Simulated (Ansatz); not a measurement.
**Run report: Ni3Si, density-of-states calculation (part 1 of 2)**

- system: Ni3Si (R3, 16 atoms in the cell)
- method: DFT r2SCAN, scalar-relativistic, plane waves, PAW, no spin polarisation (Ansatz 0.2.0)

The structure was built on a prototype by a generator; it need not be a known phase. It belongs to a series of runs on one base structure; here: 2 of 6 Si atoms taken out at random, relaxed. Figures and captions count atoms from 1; the log counts them from 0 in places.

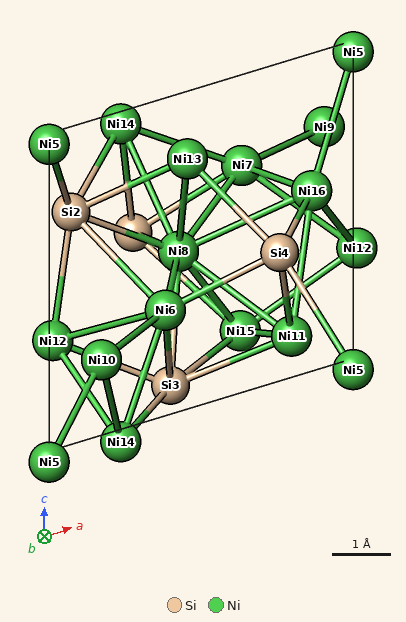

The structure (ball-and-stick view of the cell of the calculation, along the b axis; atoms are numbered from 1 in the order of the input). An atom can appear more than once, as a periodic image.

**Input file**
```yaml
crystal:
  lattice:
    - [1.890328, -3.274273, 4.701081]
    - [1.890337, 3.274631, 4.701321]
    - [-3.780935, 0.000171, 4.701307]
  atoms:
    - { symbol: Si, position: [0.2757839004, 0.9405863536, 0.607958944] }
    - { symbol: Si, position: [0.0717505796, 0.4231806457, 0.7315885468] }
    - { symbol: Si, position: [0.3993818394, 0.7366009699, 0.0905341909] }
    - { symbol: Si, position: [0.7583302312, 0.0642101717, 0.4039459757] }
    - { symbol: Ni, position: [0.9999701003, 0.0470578589, 0.9654295042] }
    - { symbol: Ni, position: [0.3822146759, 0.2980850494, 0.3321644562] }
    - { symbol: Ni, position: [0.633260248, 0.6647451774, 0.7144567731] }
    - { symbol: Ni, position: [0.425158939, 0.5697976089, 0.5045614057] }
    - { symbol: Ni, position: [0.9049449316, 0.8371871797, 0.7573482952] }
    - { symbol: Ni, position: [0.1723509616, 0.090003134, 0.237144276] }
    - { symbol: Ni, position: [0.7974585017, 0.4623040526, 0.1296618552] }
    - { symbol: Ni, position: [0.0121443009, 0.6770073589, 0.3443829896] }
    - { symbol: Ni, position: [0.4549909533, 0.1198178008, 0.7871580869] }
    - { symbol: Ni, position: [0.2356029823, 0.5282354656, 0.9610330191] }
    - { symbol: Ni, position: [0.6288095231, 0.9004549385, 0.1955856067] }
    - { symbol: Ni, position: [0.863430454, 0.2936546198, 0.5677819195] }
basis:
  ecutwfc: 500
kpoints:
  mp_grid: { grid: [4, 5, 5] }
hamiltonian:
  xc: r2scan
scf:
  occupations: { method: gaussian, width: 0.1 }
  n_extra_bands: 8
output:
  forces: true
  stress: true
  eigenvalues: true
  populations: true
  dos:
    method: { smearing: { sigma: 0.1, scheme: gaussian } }
    projected: true
    de: 0.02
```

Launched with:
```bash
ansatz run input.yaml --threads 4 --pin off --max-ram 9216MiB --backend cpu --events-out ev --progress --plain --runs-dir out
```

**What the program printed**
```
scf.n_extra_bands = 8 over 116 filled bands (N_el = 232.0): the run solves 124 bands
Engine: ansatz 0.2.0, x86_64-unknown-linux-gnu
Pseudopotentials: kind: paw
Pseudopotential: Si, paw, valence charge 4, recommended cutoff 500 eV (meta_gga), Si.paw.azcp
Pseudopotential: Ni, paw, valence charge 18, recommended cutoff 500 eV (meta_gga), Ni.paw.azcp
Functional definition: r2SCAN
  parameter k0 = 0.174
  parameter k1 = 0.065
  parameter a1 = 4.9479
  exchange = r2scan_x(k0 = k0, k1 = k1, a1 = a1)
  correlation = r2scan_c
Crystal: 16 atoms, lattice volume = 174.607 Å³
Basis set: ecut = 500 eV, 4361 PW (Γ), exchange–correlation on 180×180×180 points (64 copies of the dense FFT grid, shifted against one another)
Bands: 124, of which v1, the nominal top of the filled ones, is band 116 counted from 1 (115 counted from 0)
Symmetry: 1 space group operations
Space group: P1 (ITA 1), of the structure as read, at distance tolerance 5.6e-5 Å
k-points: 51 of 100 (time reversal used)
Non-local potential: Si, projectors of the file, l = 0: 2, l = 1: 2, l = 2: 2
Non-local potential: Ni, projectors of the file, l = 0: 3, l = 1: 2, l = 2: 3, l = 3: 1
PAW form: soft (Blöchl's): semilocal exchange-correlation on the pseudo side does not see the compensation charge
PAW frozen core: Si, regenerated for the run's functional (the file was generated under x = pbe(κ = 0.804, μ = 0.2195149727645171), c = pbe(β = 0.06672455060314922))
PAW frozen core: Ni, regenerated for the run's functional (the file was generated under x = pbe(κ = 0.804, μ = 0.2195149727645171), c = pbe(β = 0.06672455060314922))
PAW one-centre angular grid: Si, 302 points (default); XC on 160 Gauss nodes
PAW one-centre angular grid: Ni, 590 points (default); XC on 160 Gauss nodes
Initial density: superposition of atomic densities (neutral atoms: chi_scale 0, normalization atom), corrected by the library's trained network
Initial wavefunctions: pseudopotential atomic-orbital guess
Functional: x = r2scan, c = r2scan; τ floored in thin density (d = 2e-4 eV/Å³)
SCF iter   1: F=—  HF=-72704.503440 eV  |F-HF|=—  |Δ(HF+E_count)|=         —  Δρ=2.94e-2  dr2=1.21e0  dr2_τ=5.60e-1  ethr=1.77e-3  ⟨swp⟩=6.0  Hψ=25493  notcnv=0
preconditioner: auto → Kerker (q_TF=auto, 2.861 Å⁻¹)  [metal: Δε(μ)=0.015 eV  Ē_g=4.338 eV  σ=0.100 eV  W_gap=0.08  n_scr=64 (ndim 8)  ℏωp=32.8 eV  f_vac=0.002  D(μ)=10.38/eV (n_scr^D=94)]
SCF iter   2: F=—  HF=-72705.181775 eV  |F-HF|=—  |Δ(HF+E_count)|=   6.78e-1  Δρ=2.27e-2  dr2=6.22e-1  dr2_τ=9.95e-3  ethr=5.21e-4  ⟨swp⟩=3.0  Hψ=12365  notcnv=0  defer=73
SCF iter   3: F=—  HF=-72705.171006 eV  |F-HF|=—  |Δ(HF+E_count)|=   1.08e-2  Δρ=2.55e-2  dr2=9.68e-1  dr2_τ=3.33e-3  ethr=2.68e-4  ⟨swp⟩=3.0  Hψ=9853  notcnv=0  defer=73
SCF iter   4: F=—  HF=-72705.112254 eV  |F-HF|=—  |Δ(HF+E_count)|=   5.88e-2  Δρ=6.66e-3  dr2=7.30e-2  dr2_τ=3.04e-4  ethr=2.68e-4  ⟨swp⟩=2.3  Hψ=8163  notcnv=0  defer=73
SCF iter   5: F=—  HF=-72705.101156 eV  |F-HF|=—  |Δ(HF+E_count)|=   1.11e-2  Δρ=4.40e-3  dr2=2.38e-2  dr2_τ=1.41e-4  ethr=3.14e-5  ⟨swp⟩=2.0  Hψ=11573  notcnv=0  defer=73
SCF iter   6: F=—  HF=-72705.100137 eV  |F-HF|=—  |Δ(HF+E_count)|=   1.02e-3  Δρ=2.29e-3  dr2=4.29e-3  dr2_τ=3.19e-5  ethr=1.03e-5  ⟨swp⟩=1.6  Hψ=6891  notcnv=0  defer=73
SCF iter   7: F=—  HF=-72705.103173 eV  |F-HF|=—  |Δ(HF+E_count)|=   3.04e-3  Δρ=3.38e-3  dr2=1.72e-2  dr2_τ=6.09e-5  ethr=1.85e-6  ⟨swp⟩=2.0  Hψ=11910  notcnv=0  defer=73  recentre
SCF iter   8: F=—  HF=-72705.102685 eV  |F-HF|=—  |Δ(HF+E_count)|=   4.88e-4  Δρ=1.93e-3  dr2=5.68e-3  dr2_τ=1.81e-5  ethr=1.85e-6  ⟨swp⟩=2.0  Hψ=9869  notcnv=0  defer=73
SCF iter   9: F=—  HF=-72705.102144 eV  |F-HF|=—  |Δ(HF+E_count)|=   5.42e-4  Δρ=4.75e-4  dr2=3.73e-4  dr2_τ=1.63e-6  ethr=1.85e-6  ⟨swp⟩=2.0  Hψ=8776  notcnv=0  defer=73
SCF iter  10: F=—  HF=-72705.102169 eV  |F-HF|=—  |Δ(HF+E_count)|=   2.55e-5  Δρ=4.17e-4  dr2=2.79e-4  dr2_τ=1.29e-6  ethr=1.61e-7  ⟨swp⟩=1.7  Hψ=7894  notcnv=0  defer=72
SCF iter  11: F=—  HF=-72705.102179 eV  |F-HF|=—  |Δ(HF+E_count)|=   9.56e-6  Δρ=2.98e-4  dr2=1.50e-4  dr2_τ=7.20e-7  ethr=1.20e-7  ⟨swp⟩=2.3  Hψ=8728  notcnv=0  defer=72
SCF iter  12: F=—  HF=-72705.102206 eV  |F-HF|=—  |Δ(HF+E_count)|=   2.69e-5  Δρ=1.35e-4  dr2=3.63e-5  dr2_τ=1.67e-7  ethr=6.49e-8  ⟨swp⟩=2.0  Hψ=9855  notcnv=0  defer=72
SCF iter  13: F=—  HF=-72705.102061 eV  |F-HF|=—  |Δ(HF+E_count)|=   1.45e-4  Δρ=2.05e-4  dr2=6.67e-5  dr2_τ=2.42e-7  ethr=1.57e-8  ⟨swp⟩=2.0  Hψ=9269  notcnv=0  defer=72
SCF iter  14: F=—  HF=-72705.102061 eV  |F-HF|=—  |Δ(HF+E_count)|=   2.67e-7  Δρ=9.17e-5  dr2=1.41e-5  dr2_τ=5.81e-8  ethr=1.57e-8  ⟨swp⟩=2.4  Hψ=8565  notcnv=0  defer=72
SCF iter  15: F=—  HF=-72705.102061 eV  |F-HF|=—  |Δ(HF+E_count)|=   5.93e-7  Δρ=1.18e-4  dr2=2.28e-5  dr2_τ=7.92e-8  ethr=6.06e-9  ⟨swp⟩=2.0  Hψ=9187  notcnv=0  defer=72
SCF iter  16: F=—  HF=-72705.102060 eV  |F-HF|=—  |Δ(HF+E_count)|=   9.04e-7  Δρ=5.85e-5  dr2=5.59e-6  dr2_τ=2.17e-8  ethr=6.06e-9  ⟨swp⟩=1.0  Hψ=6252  notcnv=0  defer=72
SCF iter  17: F=—  HF=-72705.102060 eV  |F-HF|=—  |Δ(HF+E_count)|=   5.24e-7  Δρ=3.18e-5  dr2=1.44e-6  dr2_τ=1.05e-8  ethr=2.41e-9  ⟨swp⟩=2.1  Hψ=8592  notcnv=0  defer=72
SCF iter  18: F=—  HF=-72705.102060 eV  |F-HF|=—  |Δ(HF+E_count)|=   3.33e-8  Δρ=1.64e-5  dr2=3.44e-7  dr2_τ=4.18e-9  ethr=6.22e-10  ⟨swp⟩=1.7  Hψ=7147  notcnv=0  defer=72
SCF iter  19: F=-72705.102060 eV  HF=-72705.102060 eV  |F-HF|=2.42e-8  |Δ(HF+E_count)|=   1.39e-7  Δρ=8.43e-6  dr2=9.28e-8  dr2_τ=1.63e-9  ethr=4.31e-11  ⟨swp⟩=10.1  Hψ=39086  notcnv=0
SCF 1 converged in 19 iterations: F = -72705.102060 eV  dr2 = 9.28e-8
  greatest PAW one-centre occupation: 1.001 electrons in one spin orbital (limit 2), on the Ni atom at site 7 (counted from 0), in its partial waves of l = 1
```

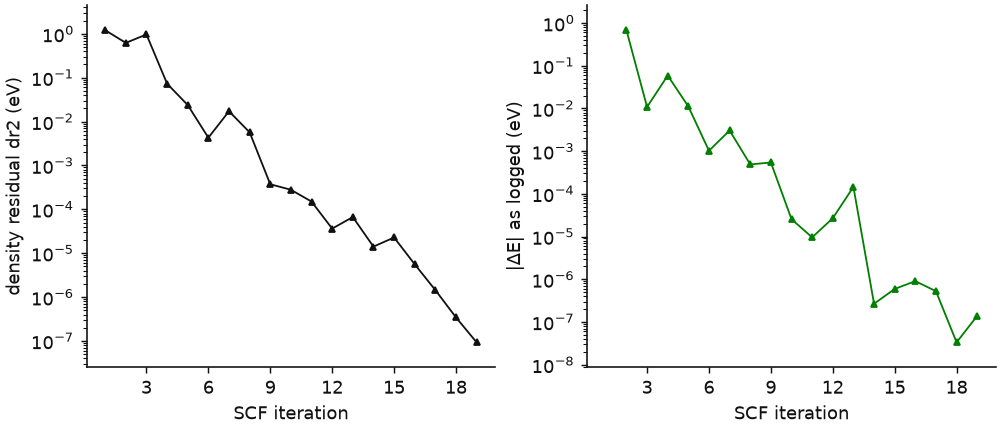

Convergence of the self-consistent field: density residual dr2 and size of the energy change against the SCF iteration. The residual comes down, with one marked jump up, by a factor of about 4, at step 7.

```
SCF converged after 19 iterations
Free energy (F): -72705.102060 eV
Harris-Foulkes:  -72705.102060 eV  (|F-HF|=2.42e-8)
Internal energy: -72705.045924 eV  (E = F + TS)
E sigma→0 (E₀):  -72705.073992 eV
Entropy (-TS):   -0.056136 eV (-3.508 meV/atom)
Fermi energy:    16.946376 eV
--- Per-component energies (eV) ---
  E_band       = -3772.138366
  E_kinetic    = 3594.776780
  E_local      = -46645.869313  (includes V_loc(G=0)·N_el)
  E_nonlocal   = 7802.547520
  E_hartree    = 19887.240822
  E_xc         = -1164.564195
  E_vxc        = -1624.838560  (∫ρ·V_xc dr)
  E_paw        = -21834.855284  (= ΣΔE_a)
  E_vpaw       = -6787.826853  (= ΣTr[D̂ρ^β])
  E_aug_tail   = 0.002860  (compensation charges beyond the density's cutoff)
  E_vtau       = 114.589937  (kinetic-family band-sum trace: ∫τ·v_τ [+ j·A + Jᵃ·Aᵃ] dr)
  E_ewald      = -34340.418559
  E_core_change = -3.906555  (= ΣΔE_core)
  E_smearing   = -0.056136  (= −TS)
  E_closure    = 0.000000  (closes the sum)
  Σ components = -72705.102060   (vs F -72705.102060, Δ=0.00e0)
--- Forces (eV/Å), atoms counted from 1 ---
  atom   1  Si    -0.00091096    -0.00048938     0.00029174
  atom   2  Si     0.00361860     0.00785068     0.01310721
  atom   3  Si    -0.01115424    -0.00533587     0.00486148
  atom   4  Si    -0.00019880    -0.01002443     0.00902627
  atom   5  Ni     0.00037917    -0.00821018    -0.00884193
  atom   6  Ni    -0.00908672     0.01133133    -0.01055778
  atom   7  Ni     0.00536657     0.00643425    -0.01990983
  atom   8  Ni    -0.00989906     0.00257578     0.01215938
  atom   9  Ni     0.01392165     0.00383974     0.01236173
  atom  10  Ni    -0.00537022    -0.01403218     0.01603415
  atom  11  Ni     0.00077625     0.00302695    -0.02665175
  atom  12  Ni     0.00526186     0.00326383     0.02035457
  atom  13  Ni     0.00269641     0.00384939    -0.01252424
  atom  14  Ni     0.01082749    -0.01910215    -0.00545544
  atom  15  Ni     0.01207684     0.01849494    -0.00250661
  atom  16  Ni    -0.01831692    -0.00347333    -0.00176548
  max |Σ_I F_I| component: 1.65e-5 eV/Å
--- Stress (GPa, compression-positive) ---
       -0.302302       0.018044      -0.018875
        0.018046      -0.239921      -0.016236
       -0.018875      -0.016236       0.085579
  P = ⅓ Tr σ = -0.1522 GPa (-1.522 kbar)
--- Band table (eV; the first three rows and the last of 51) ---
```
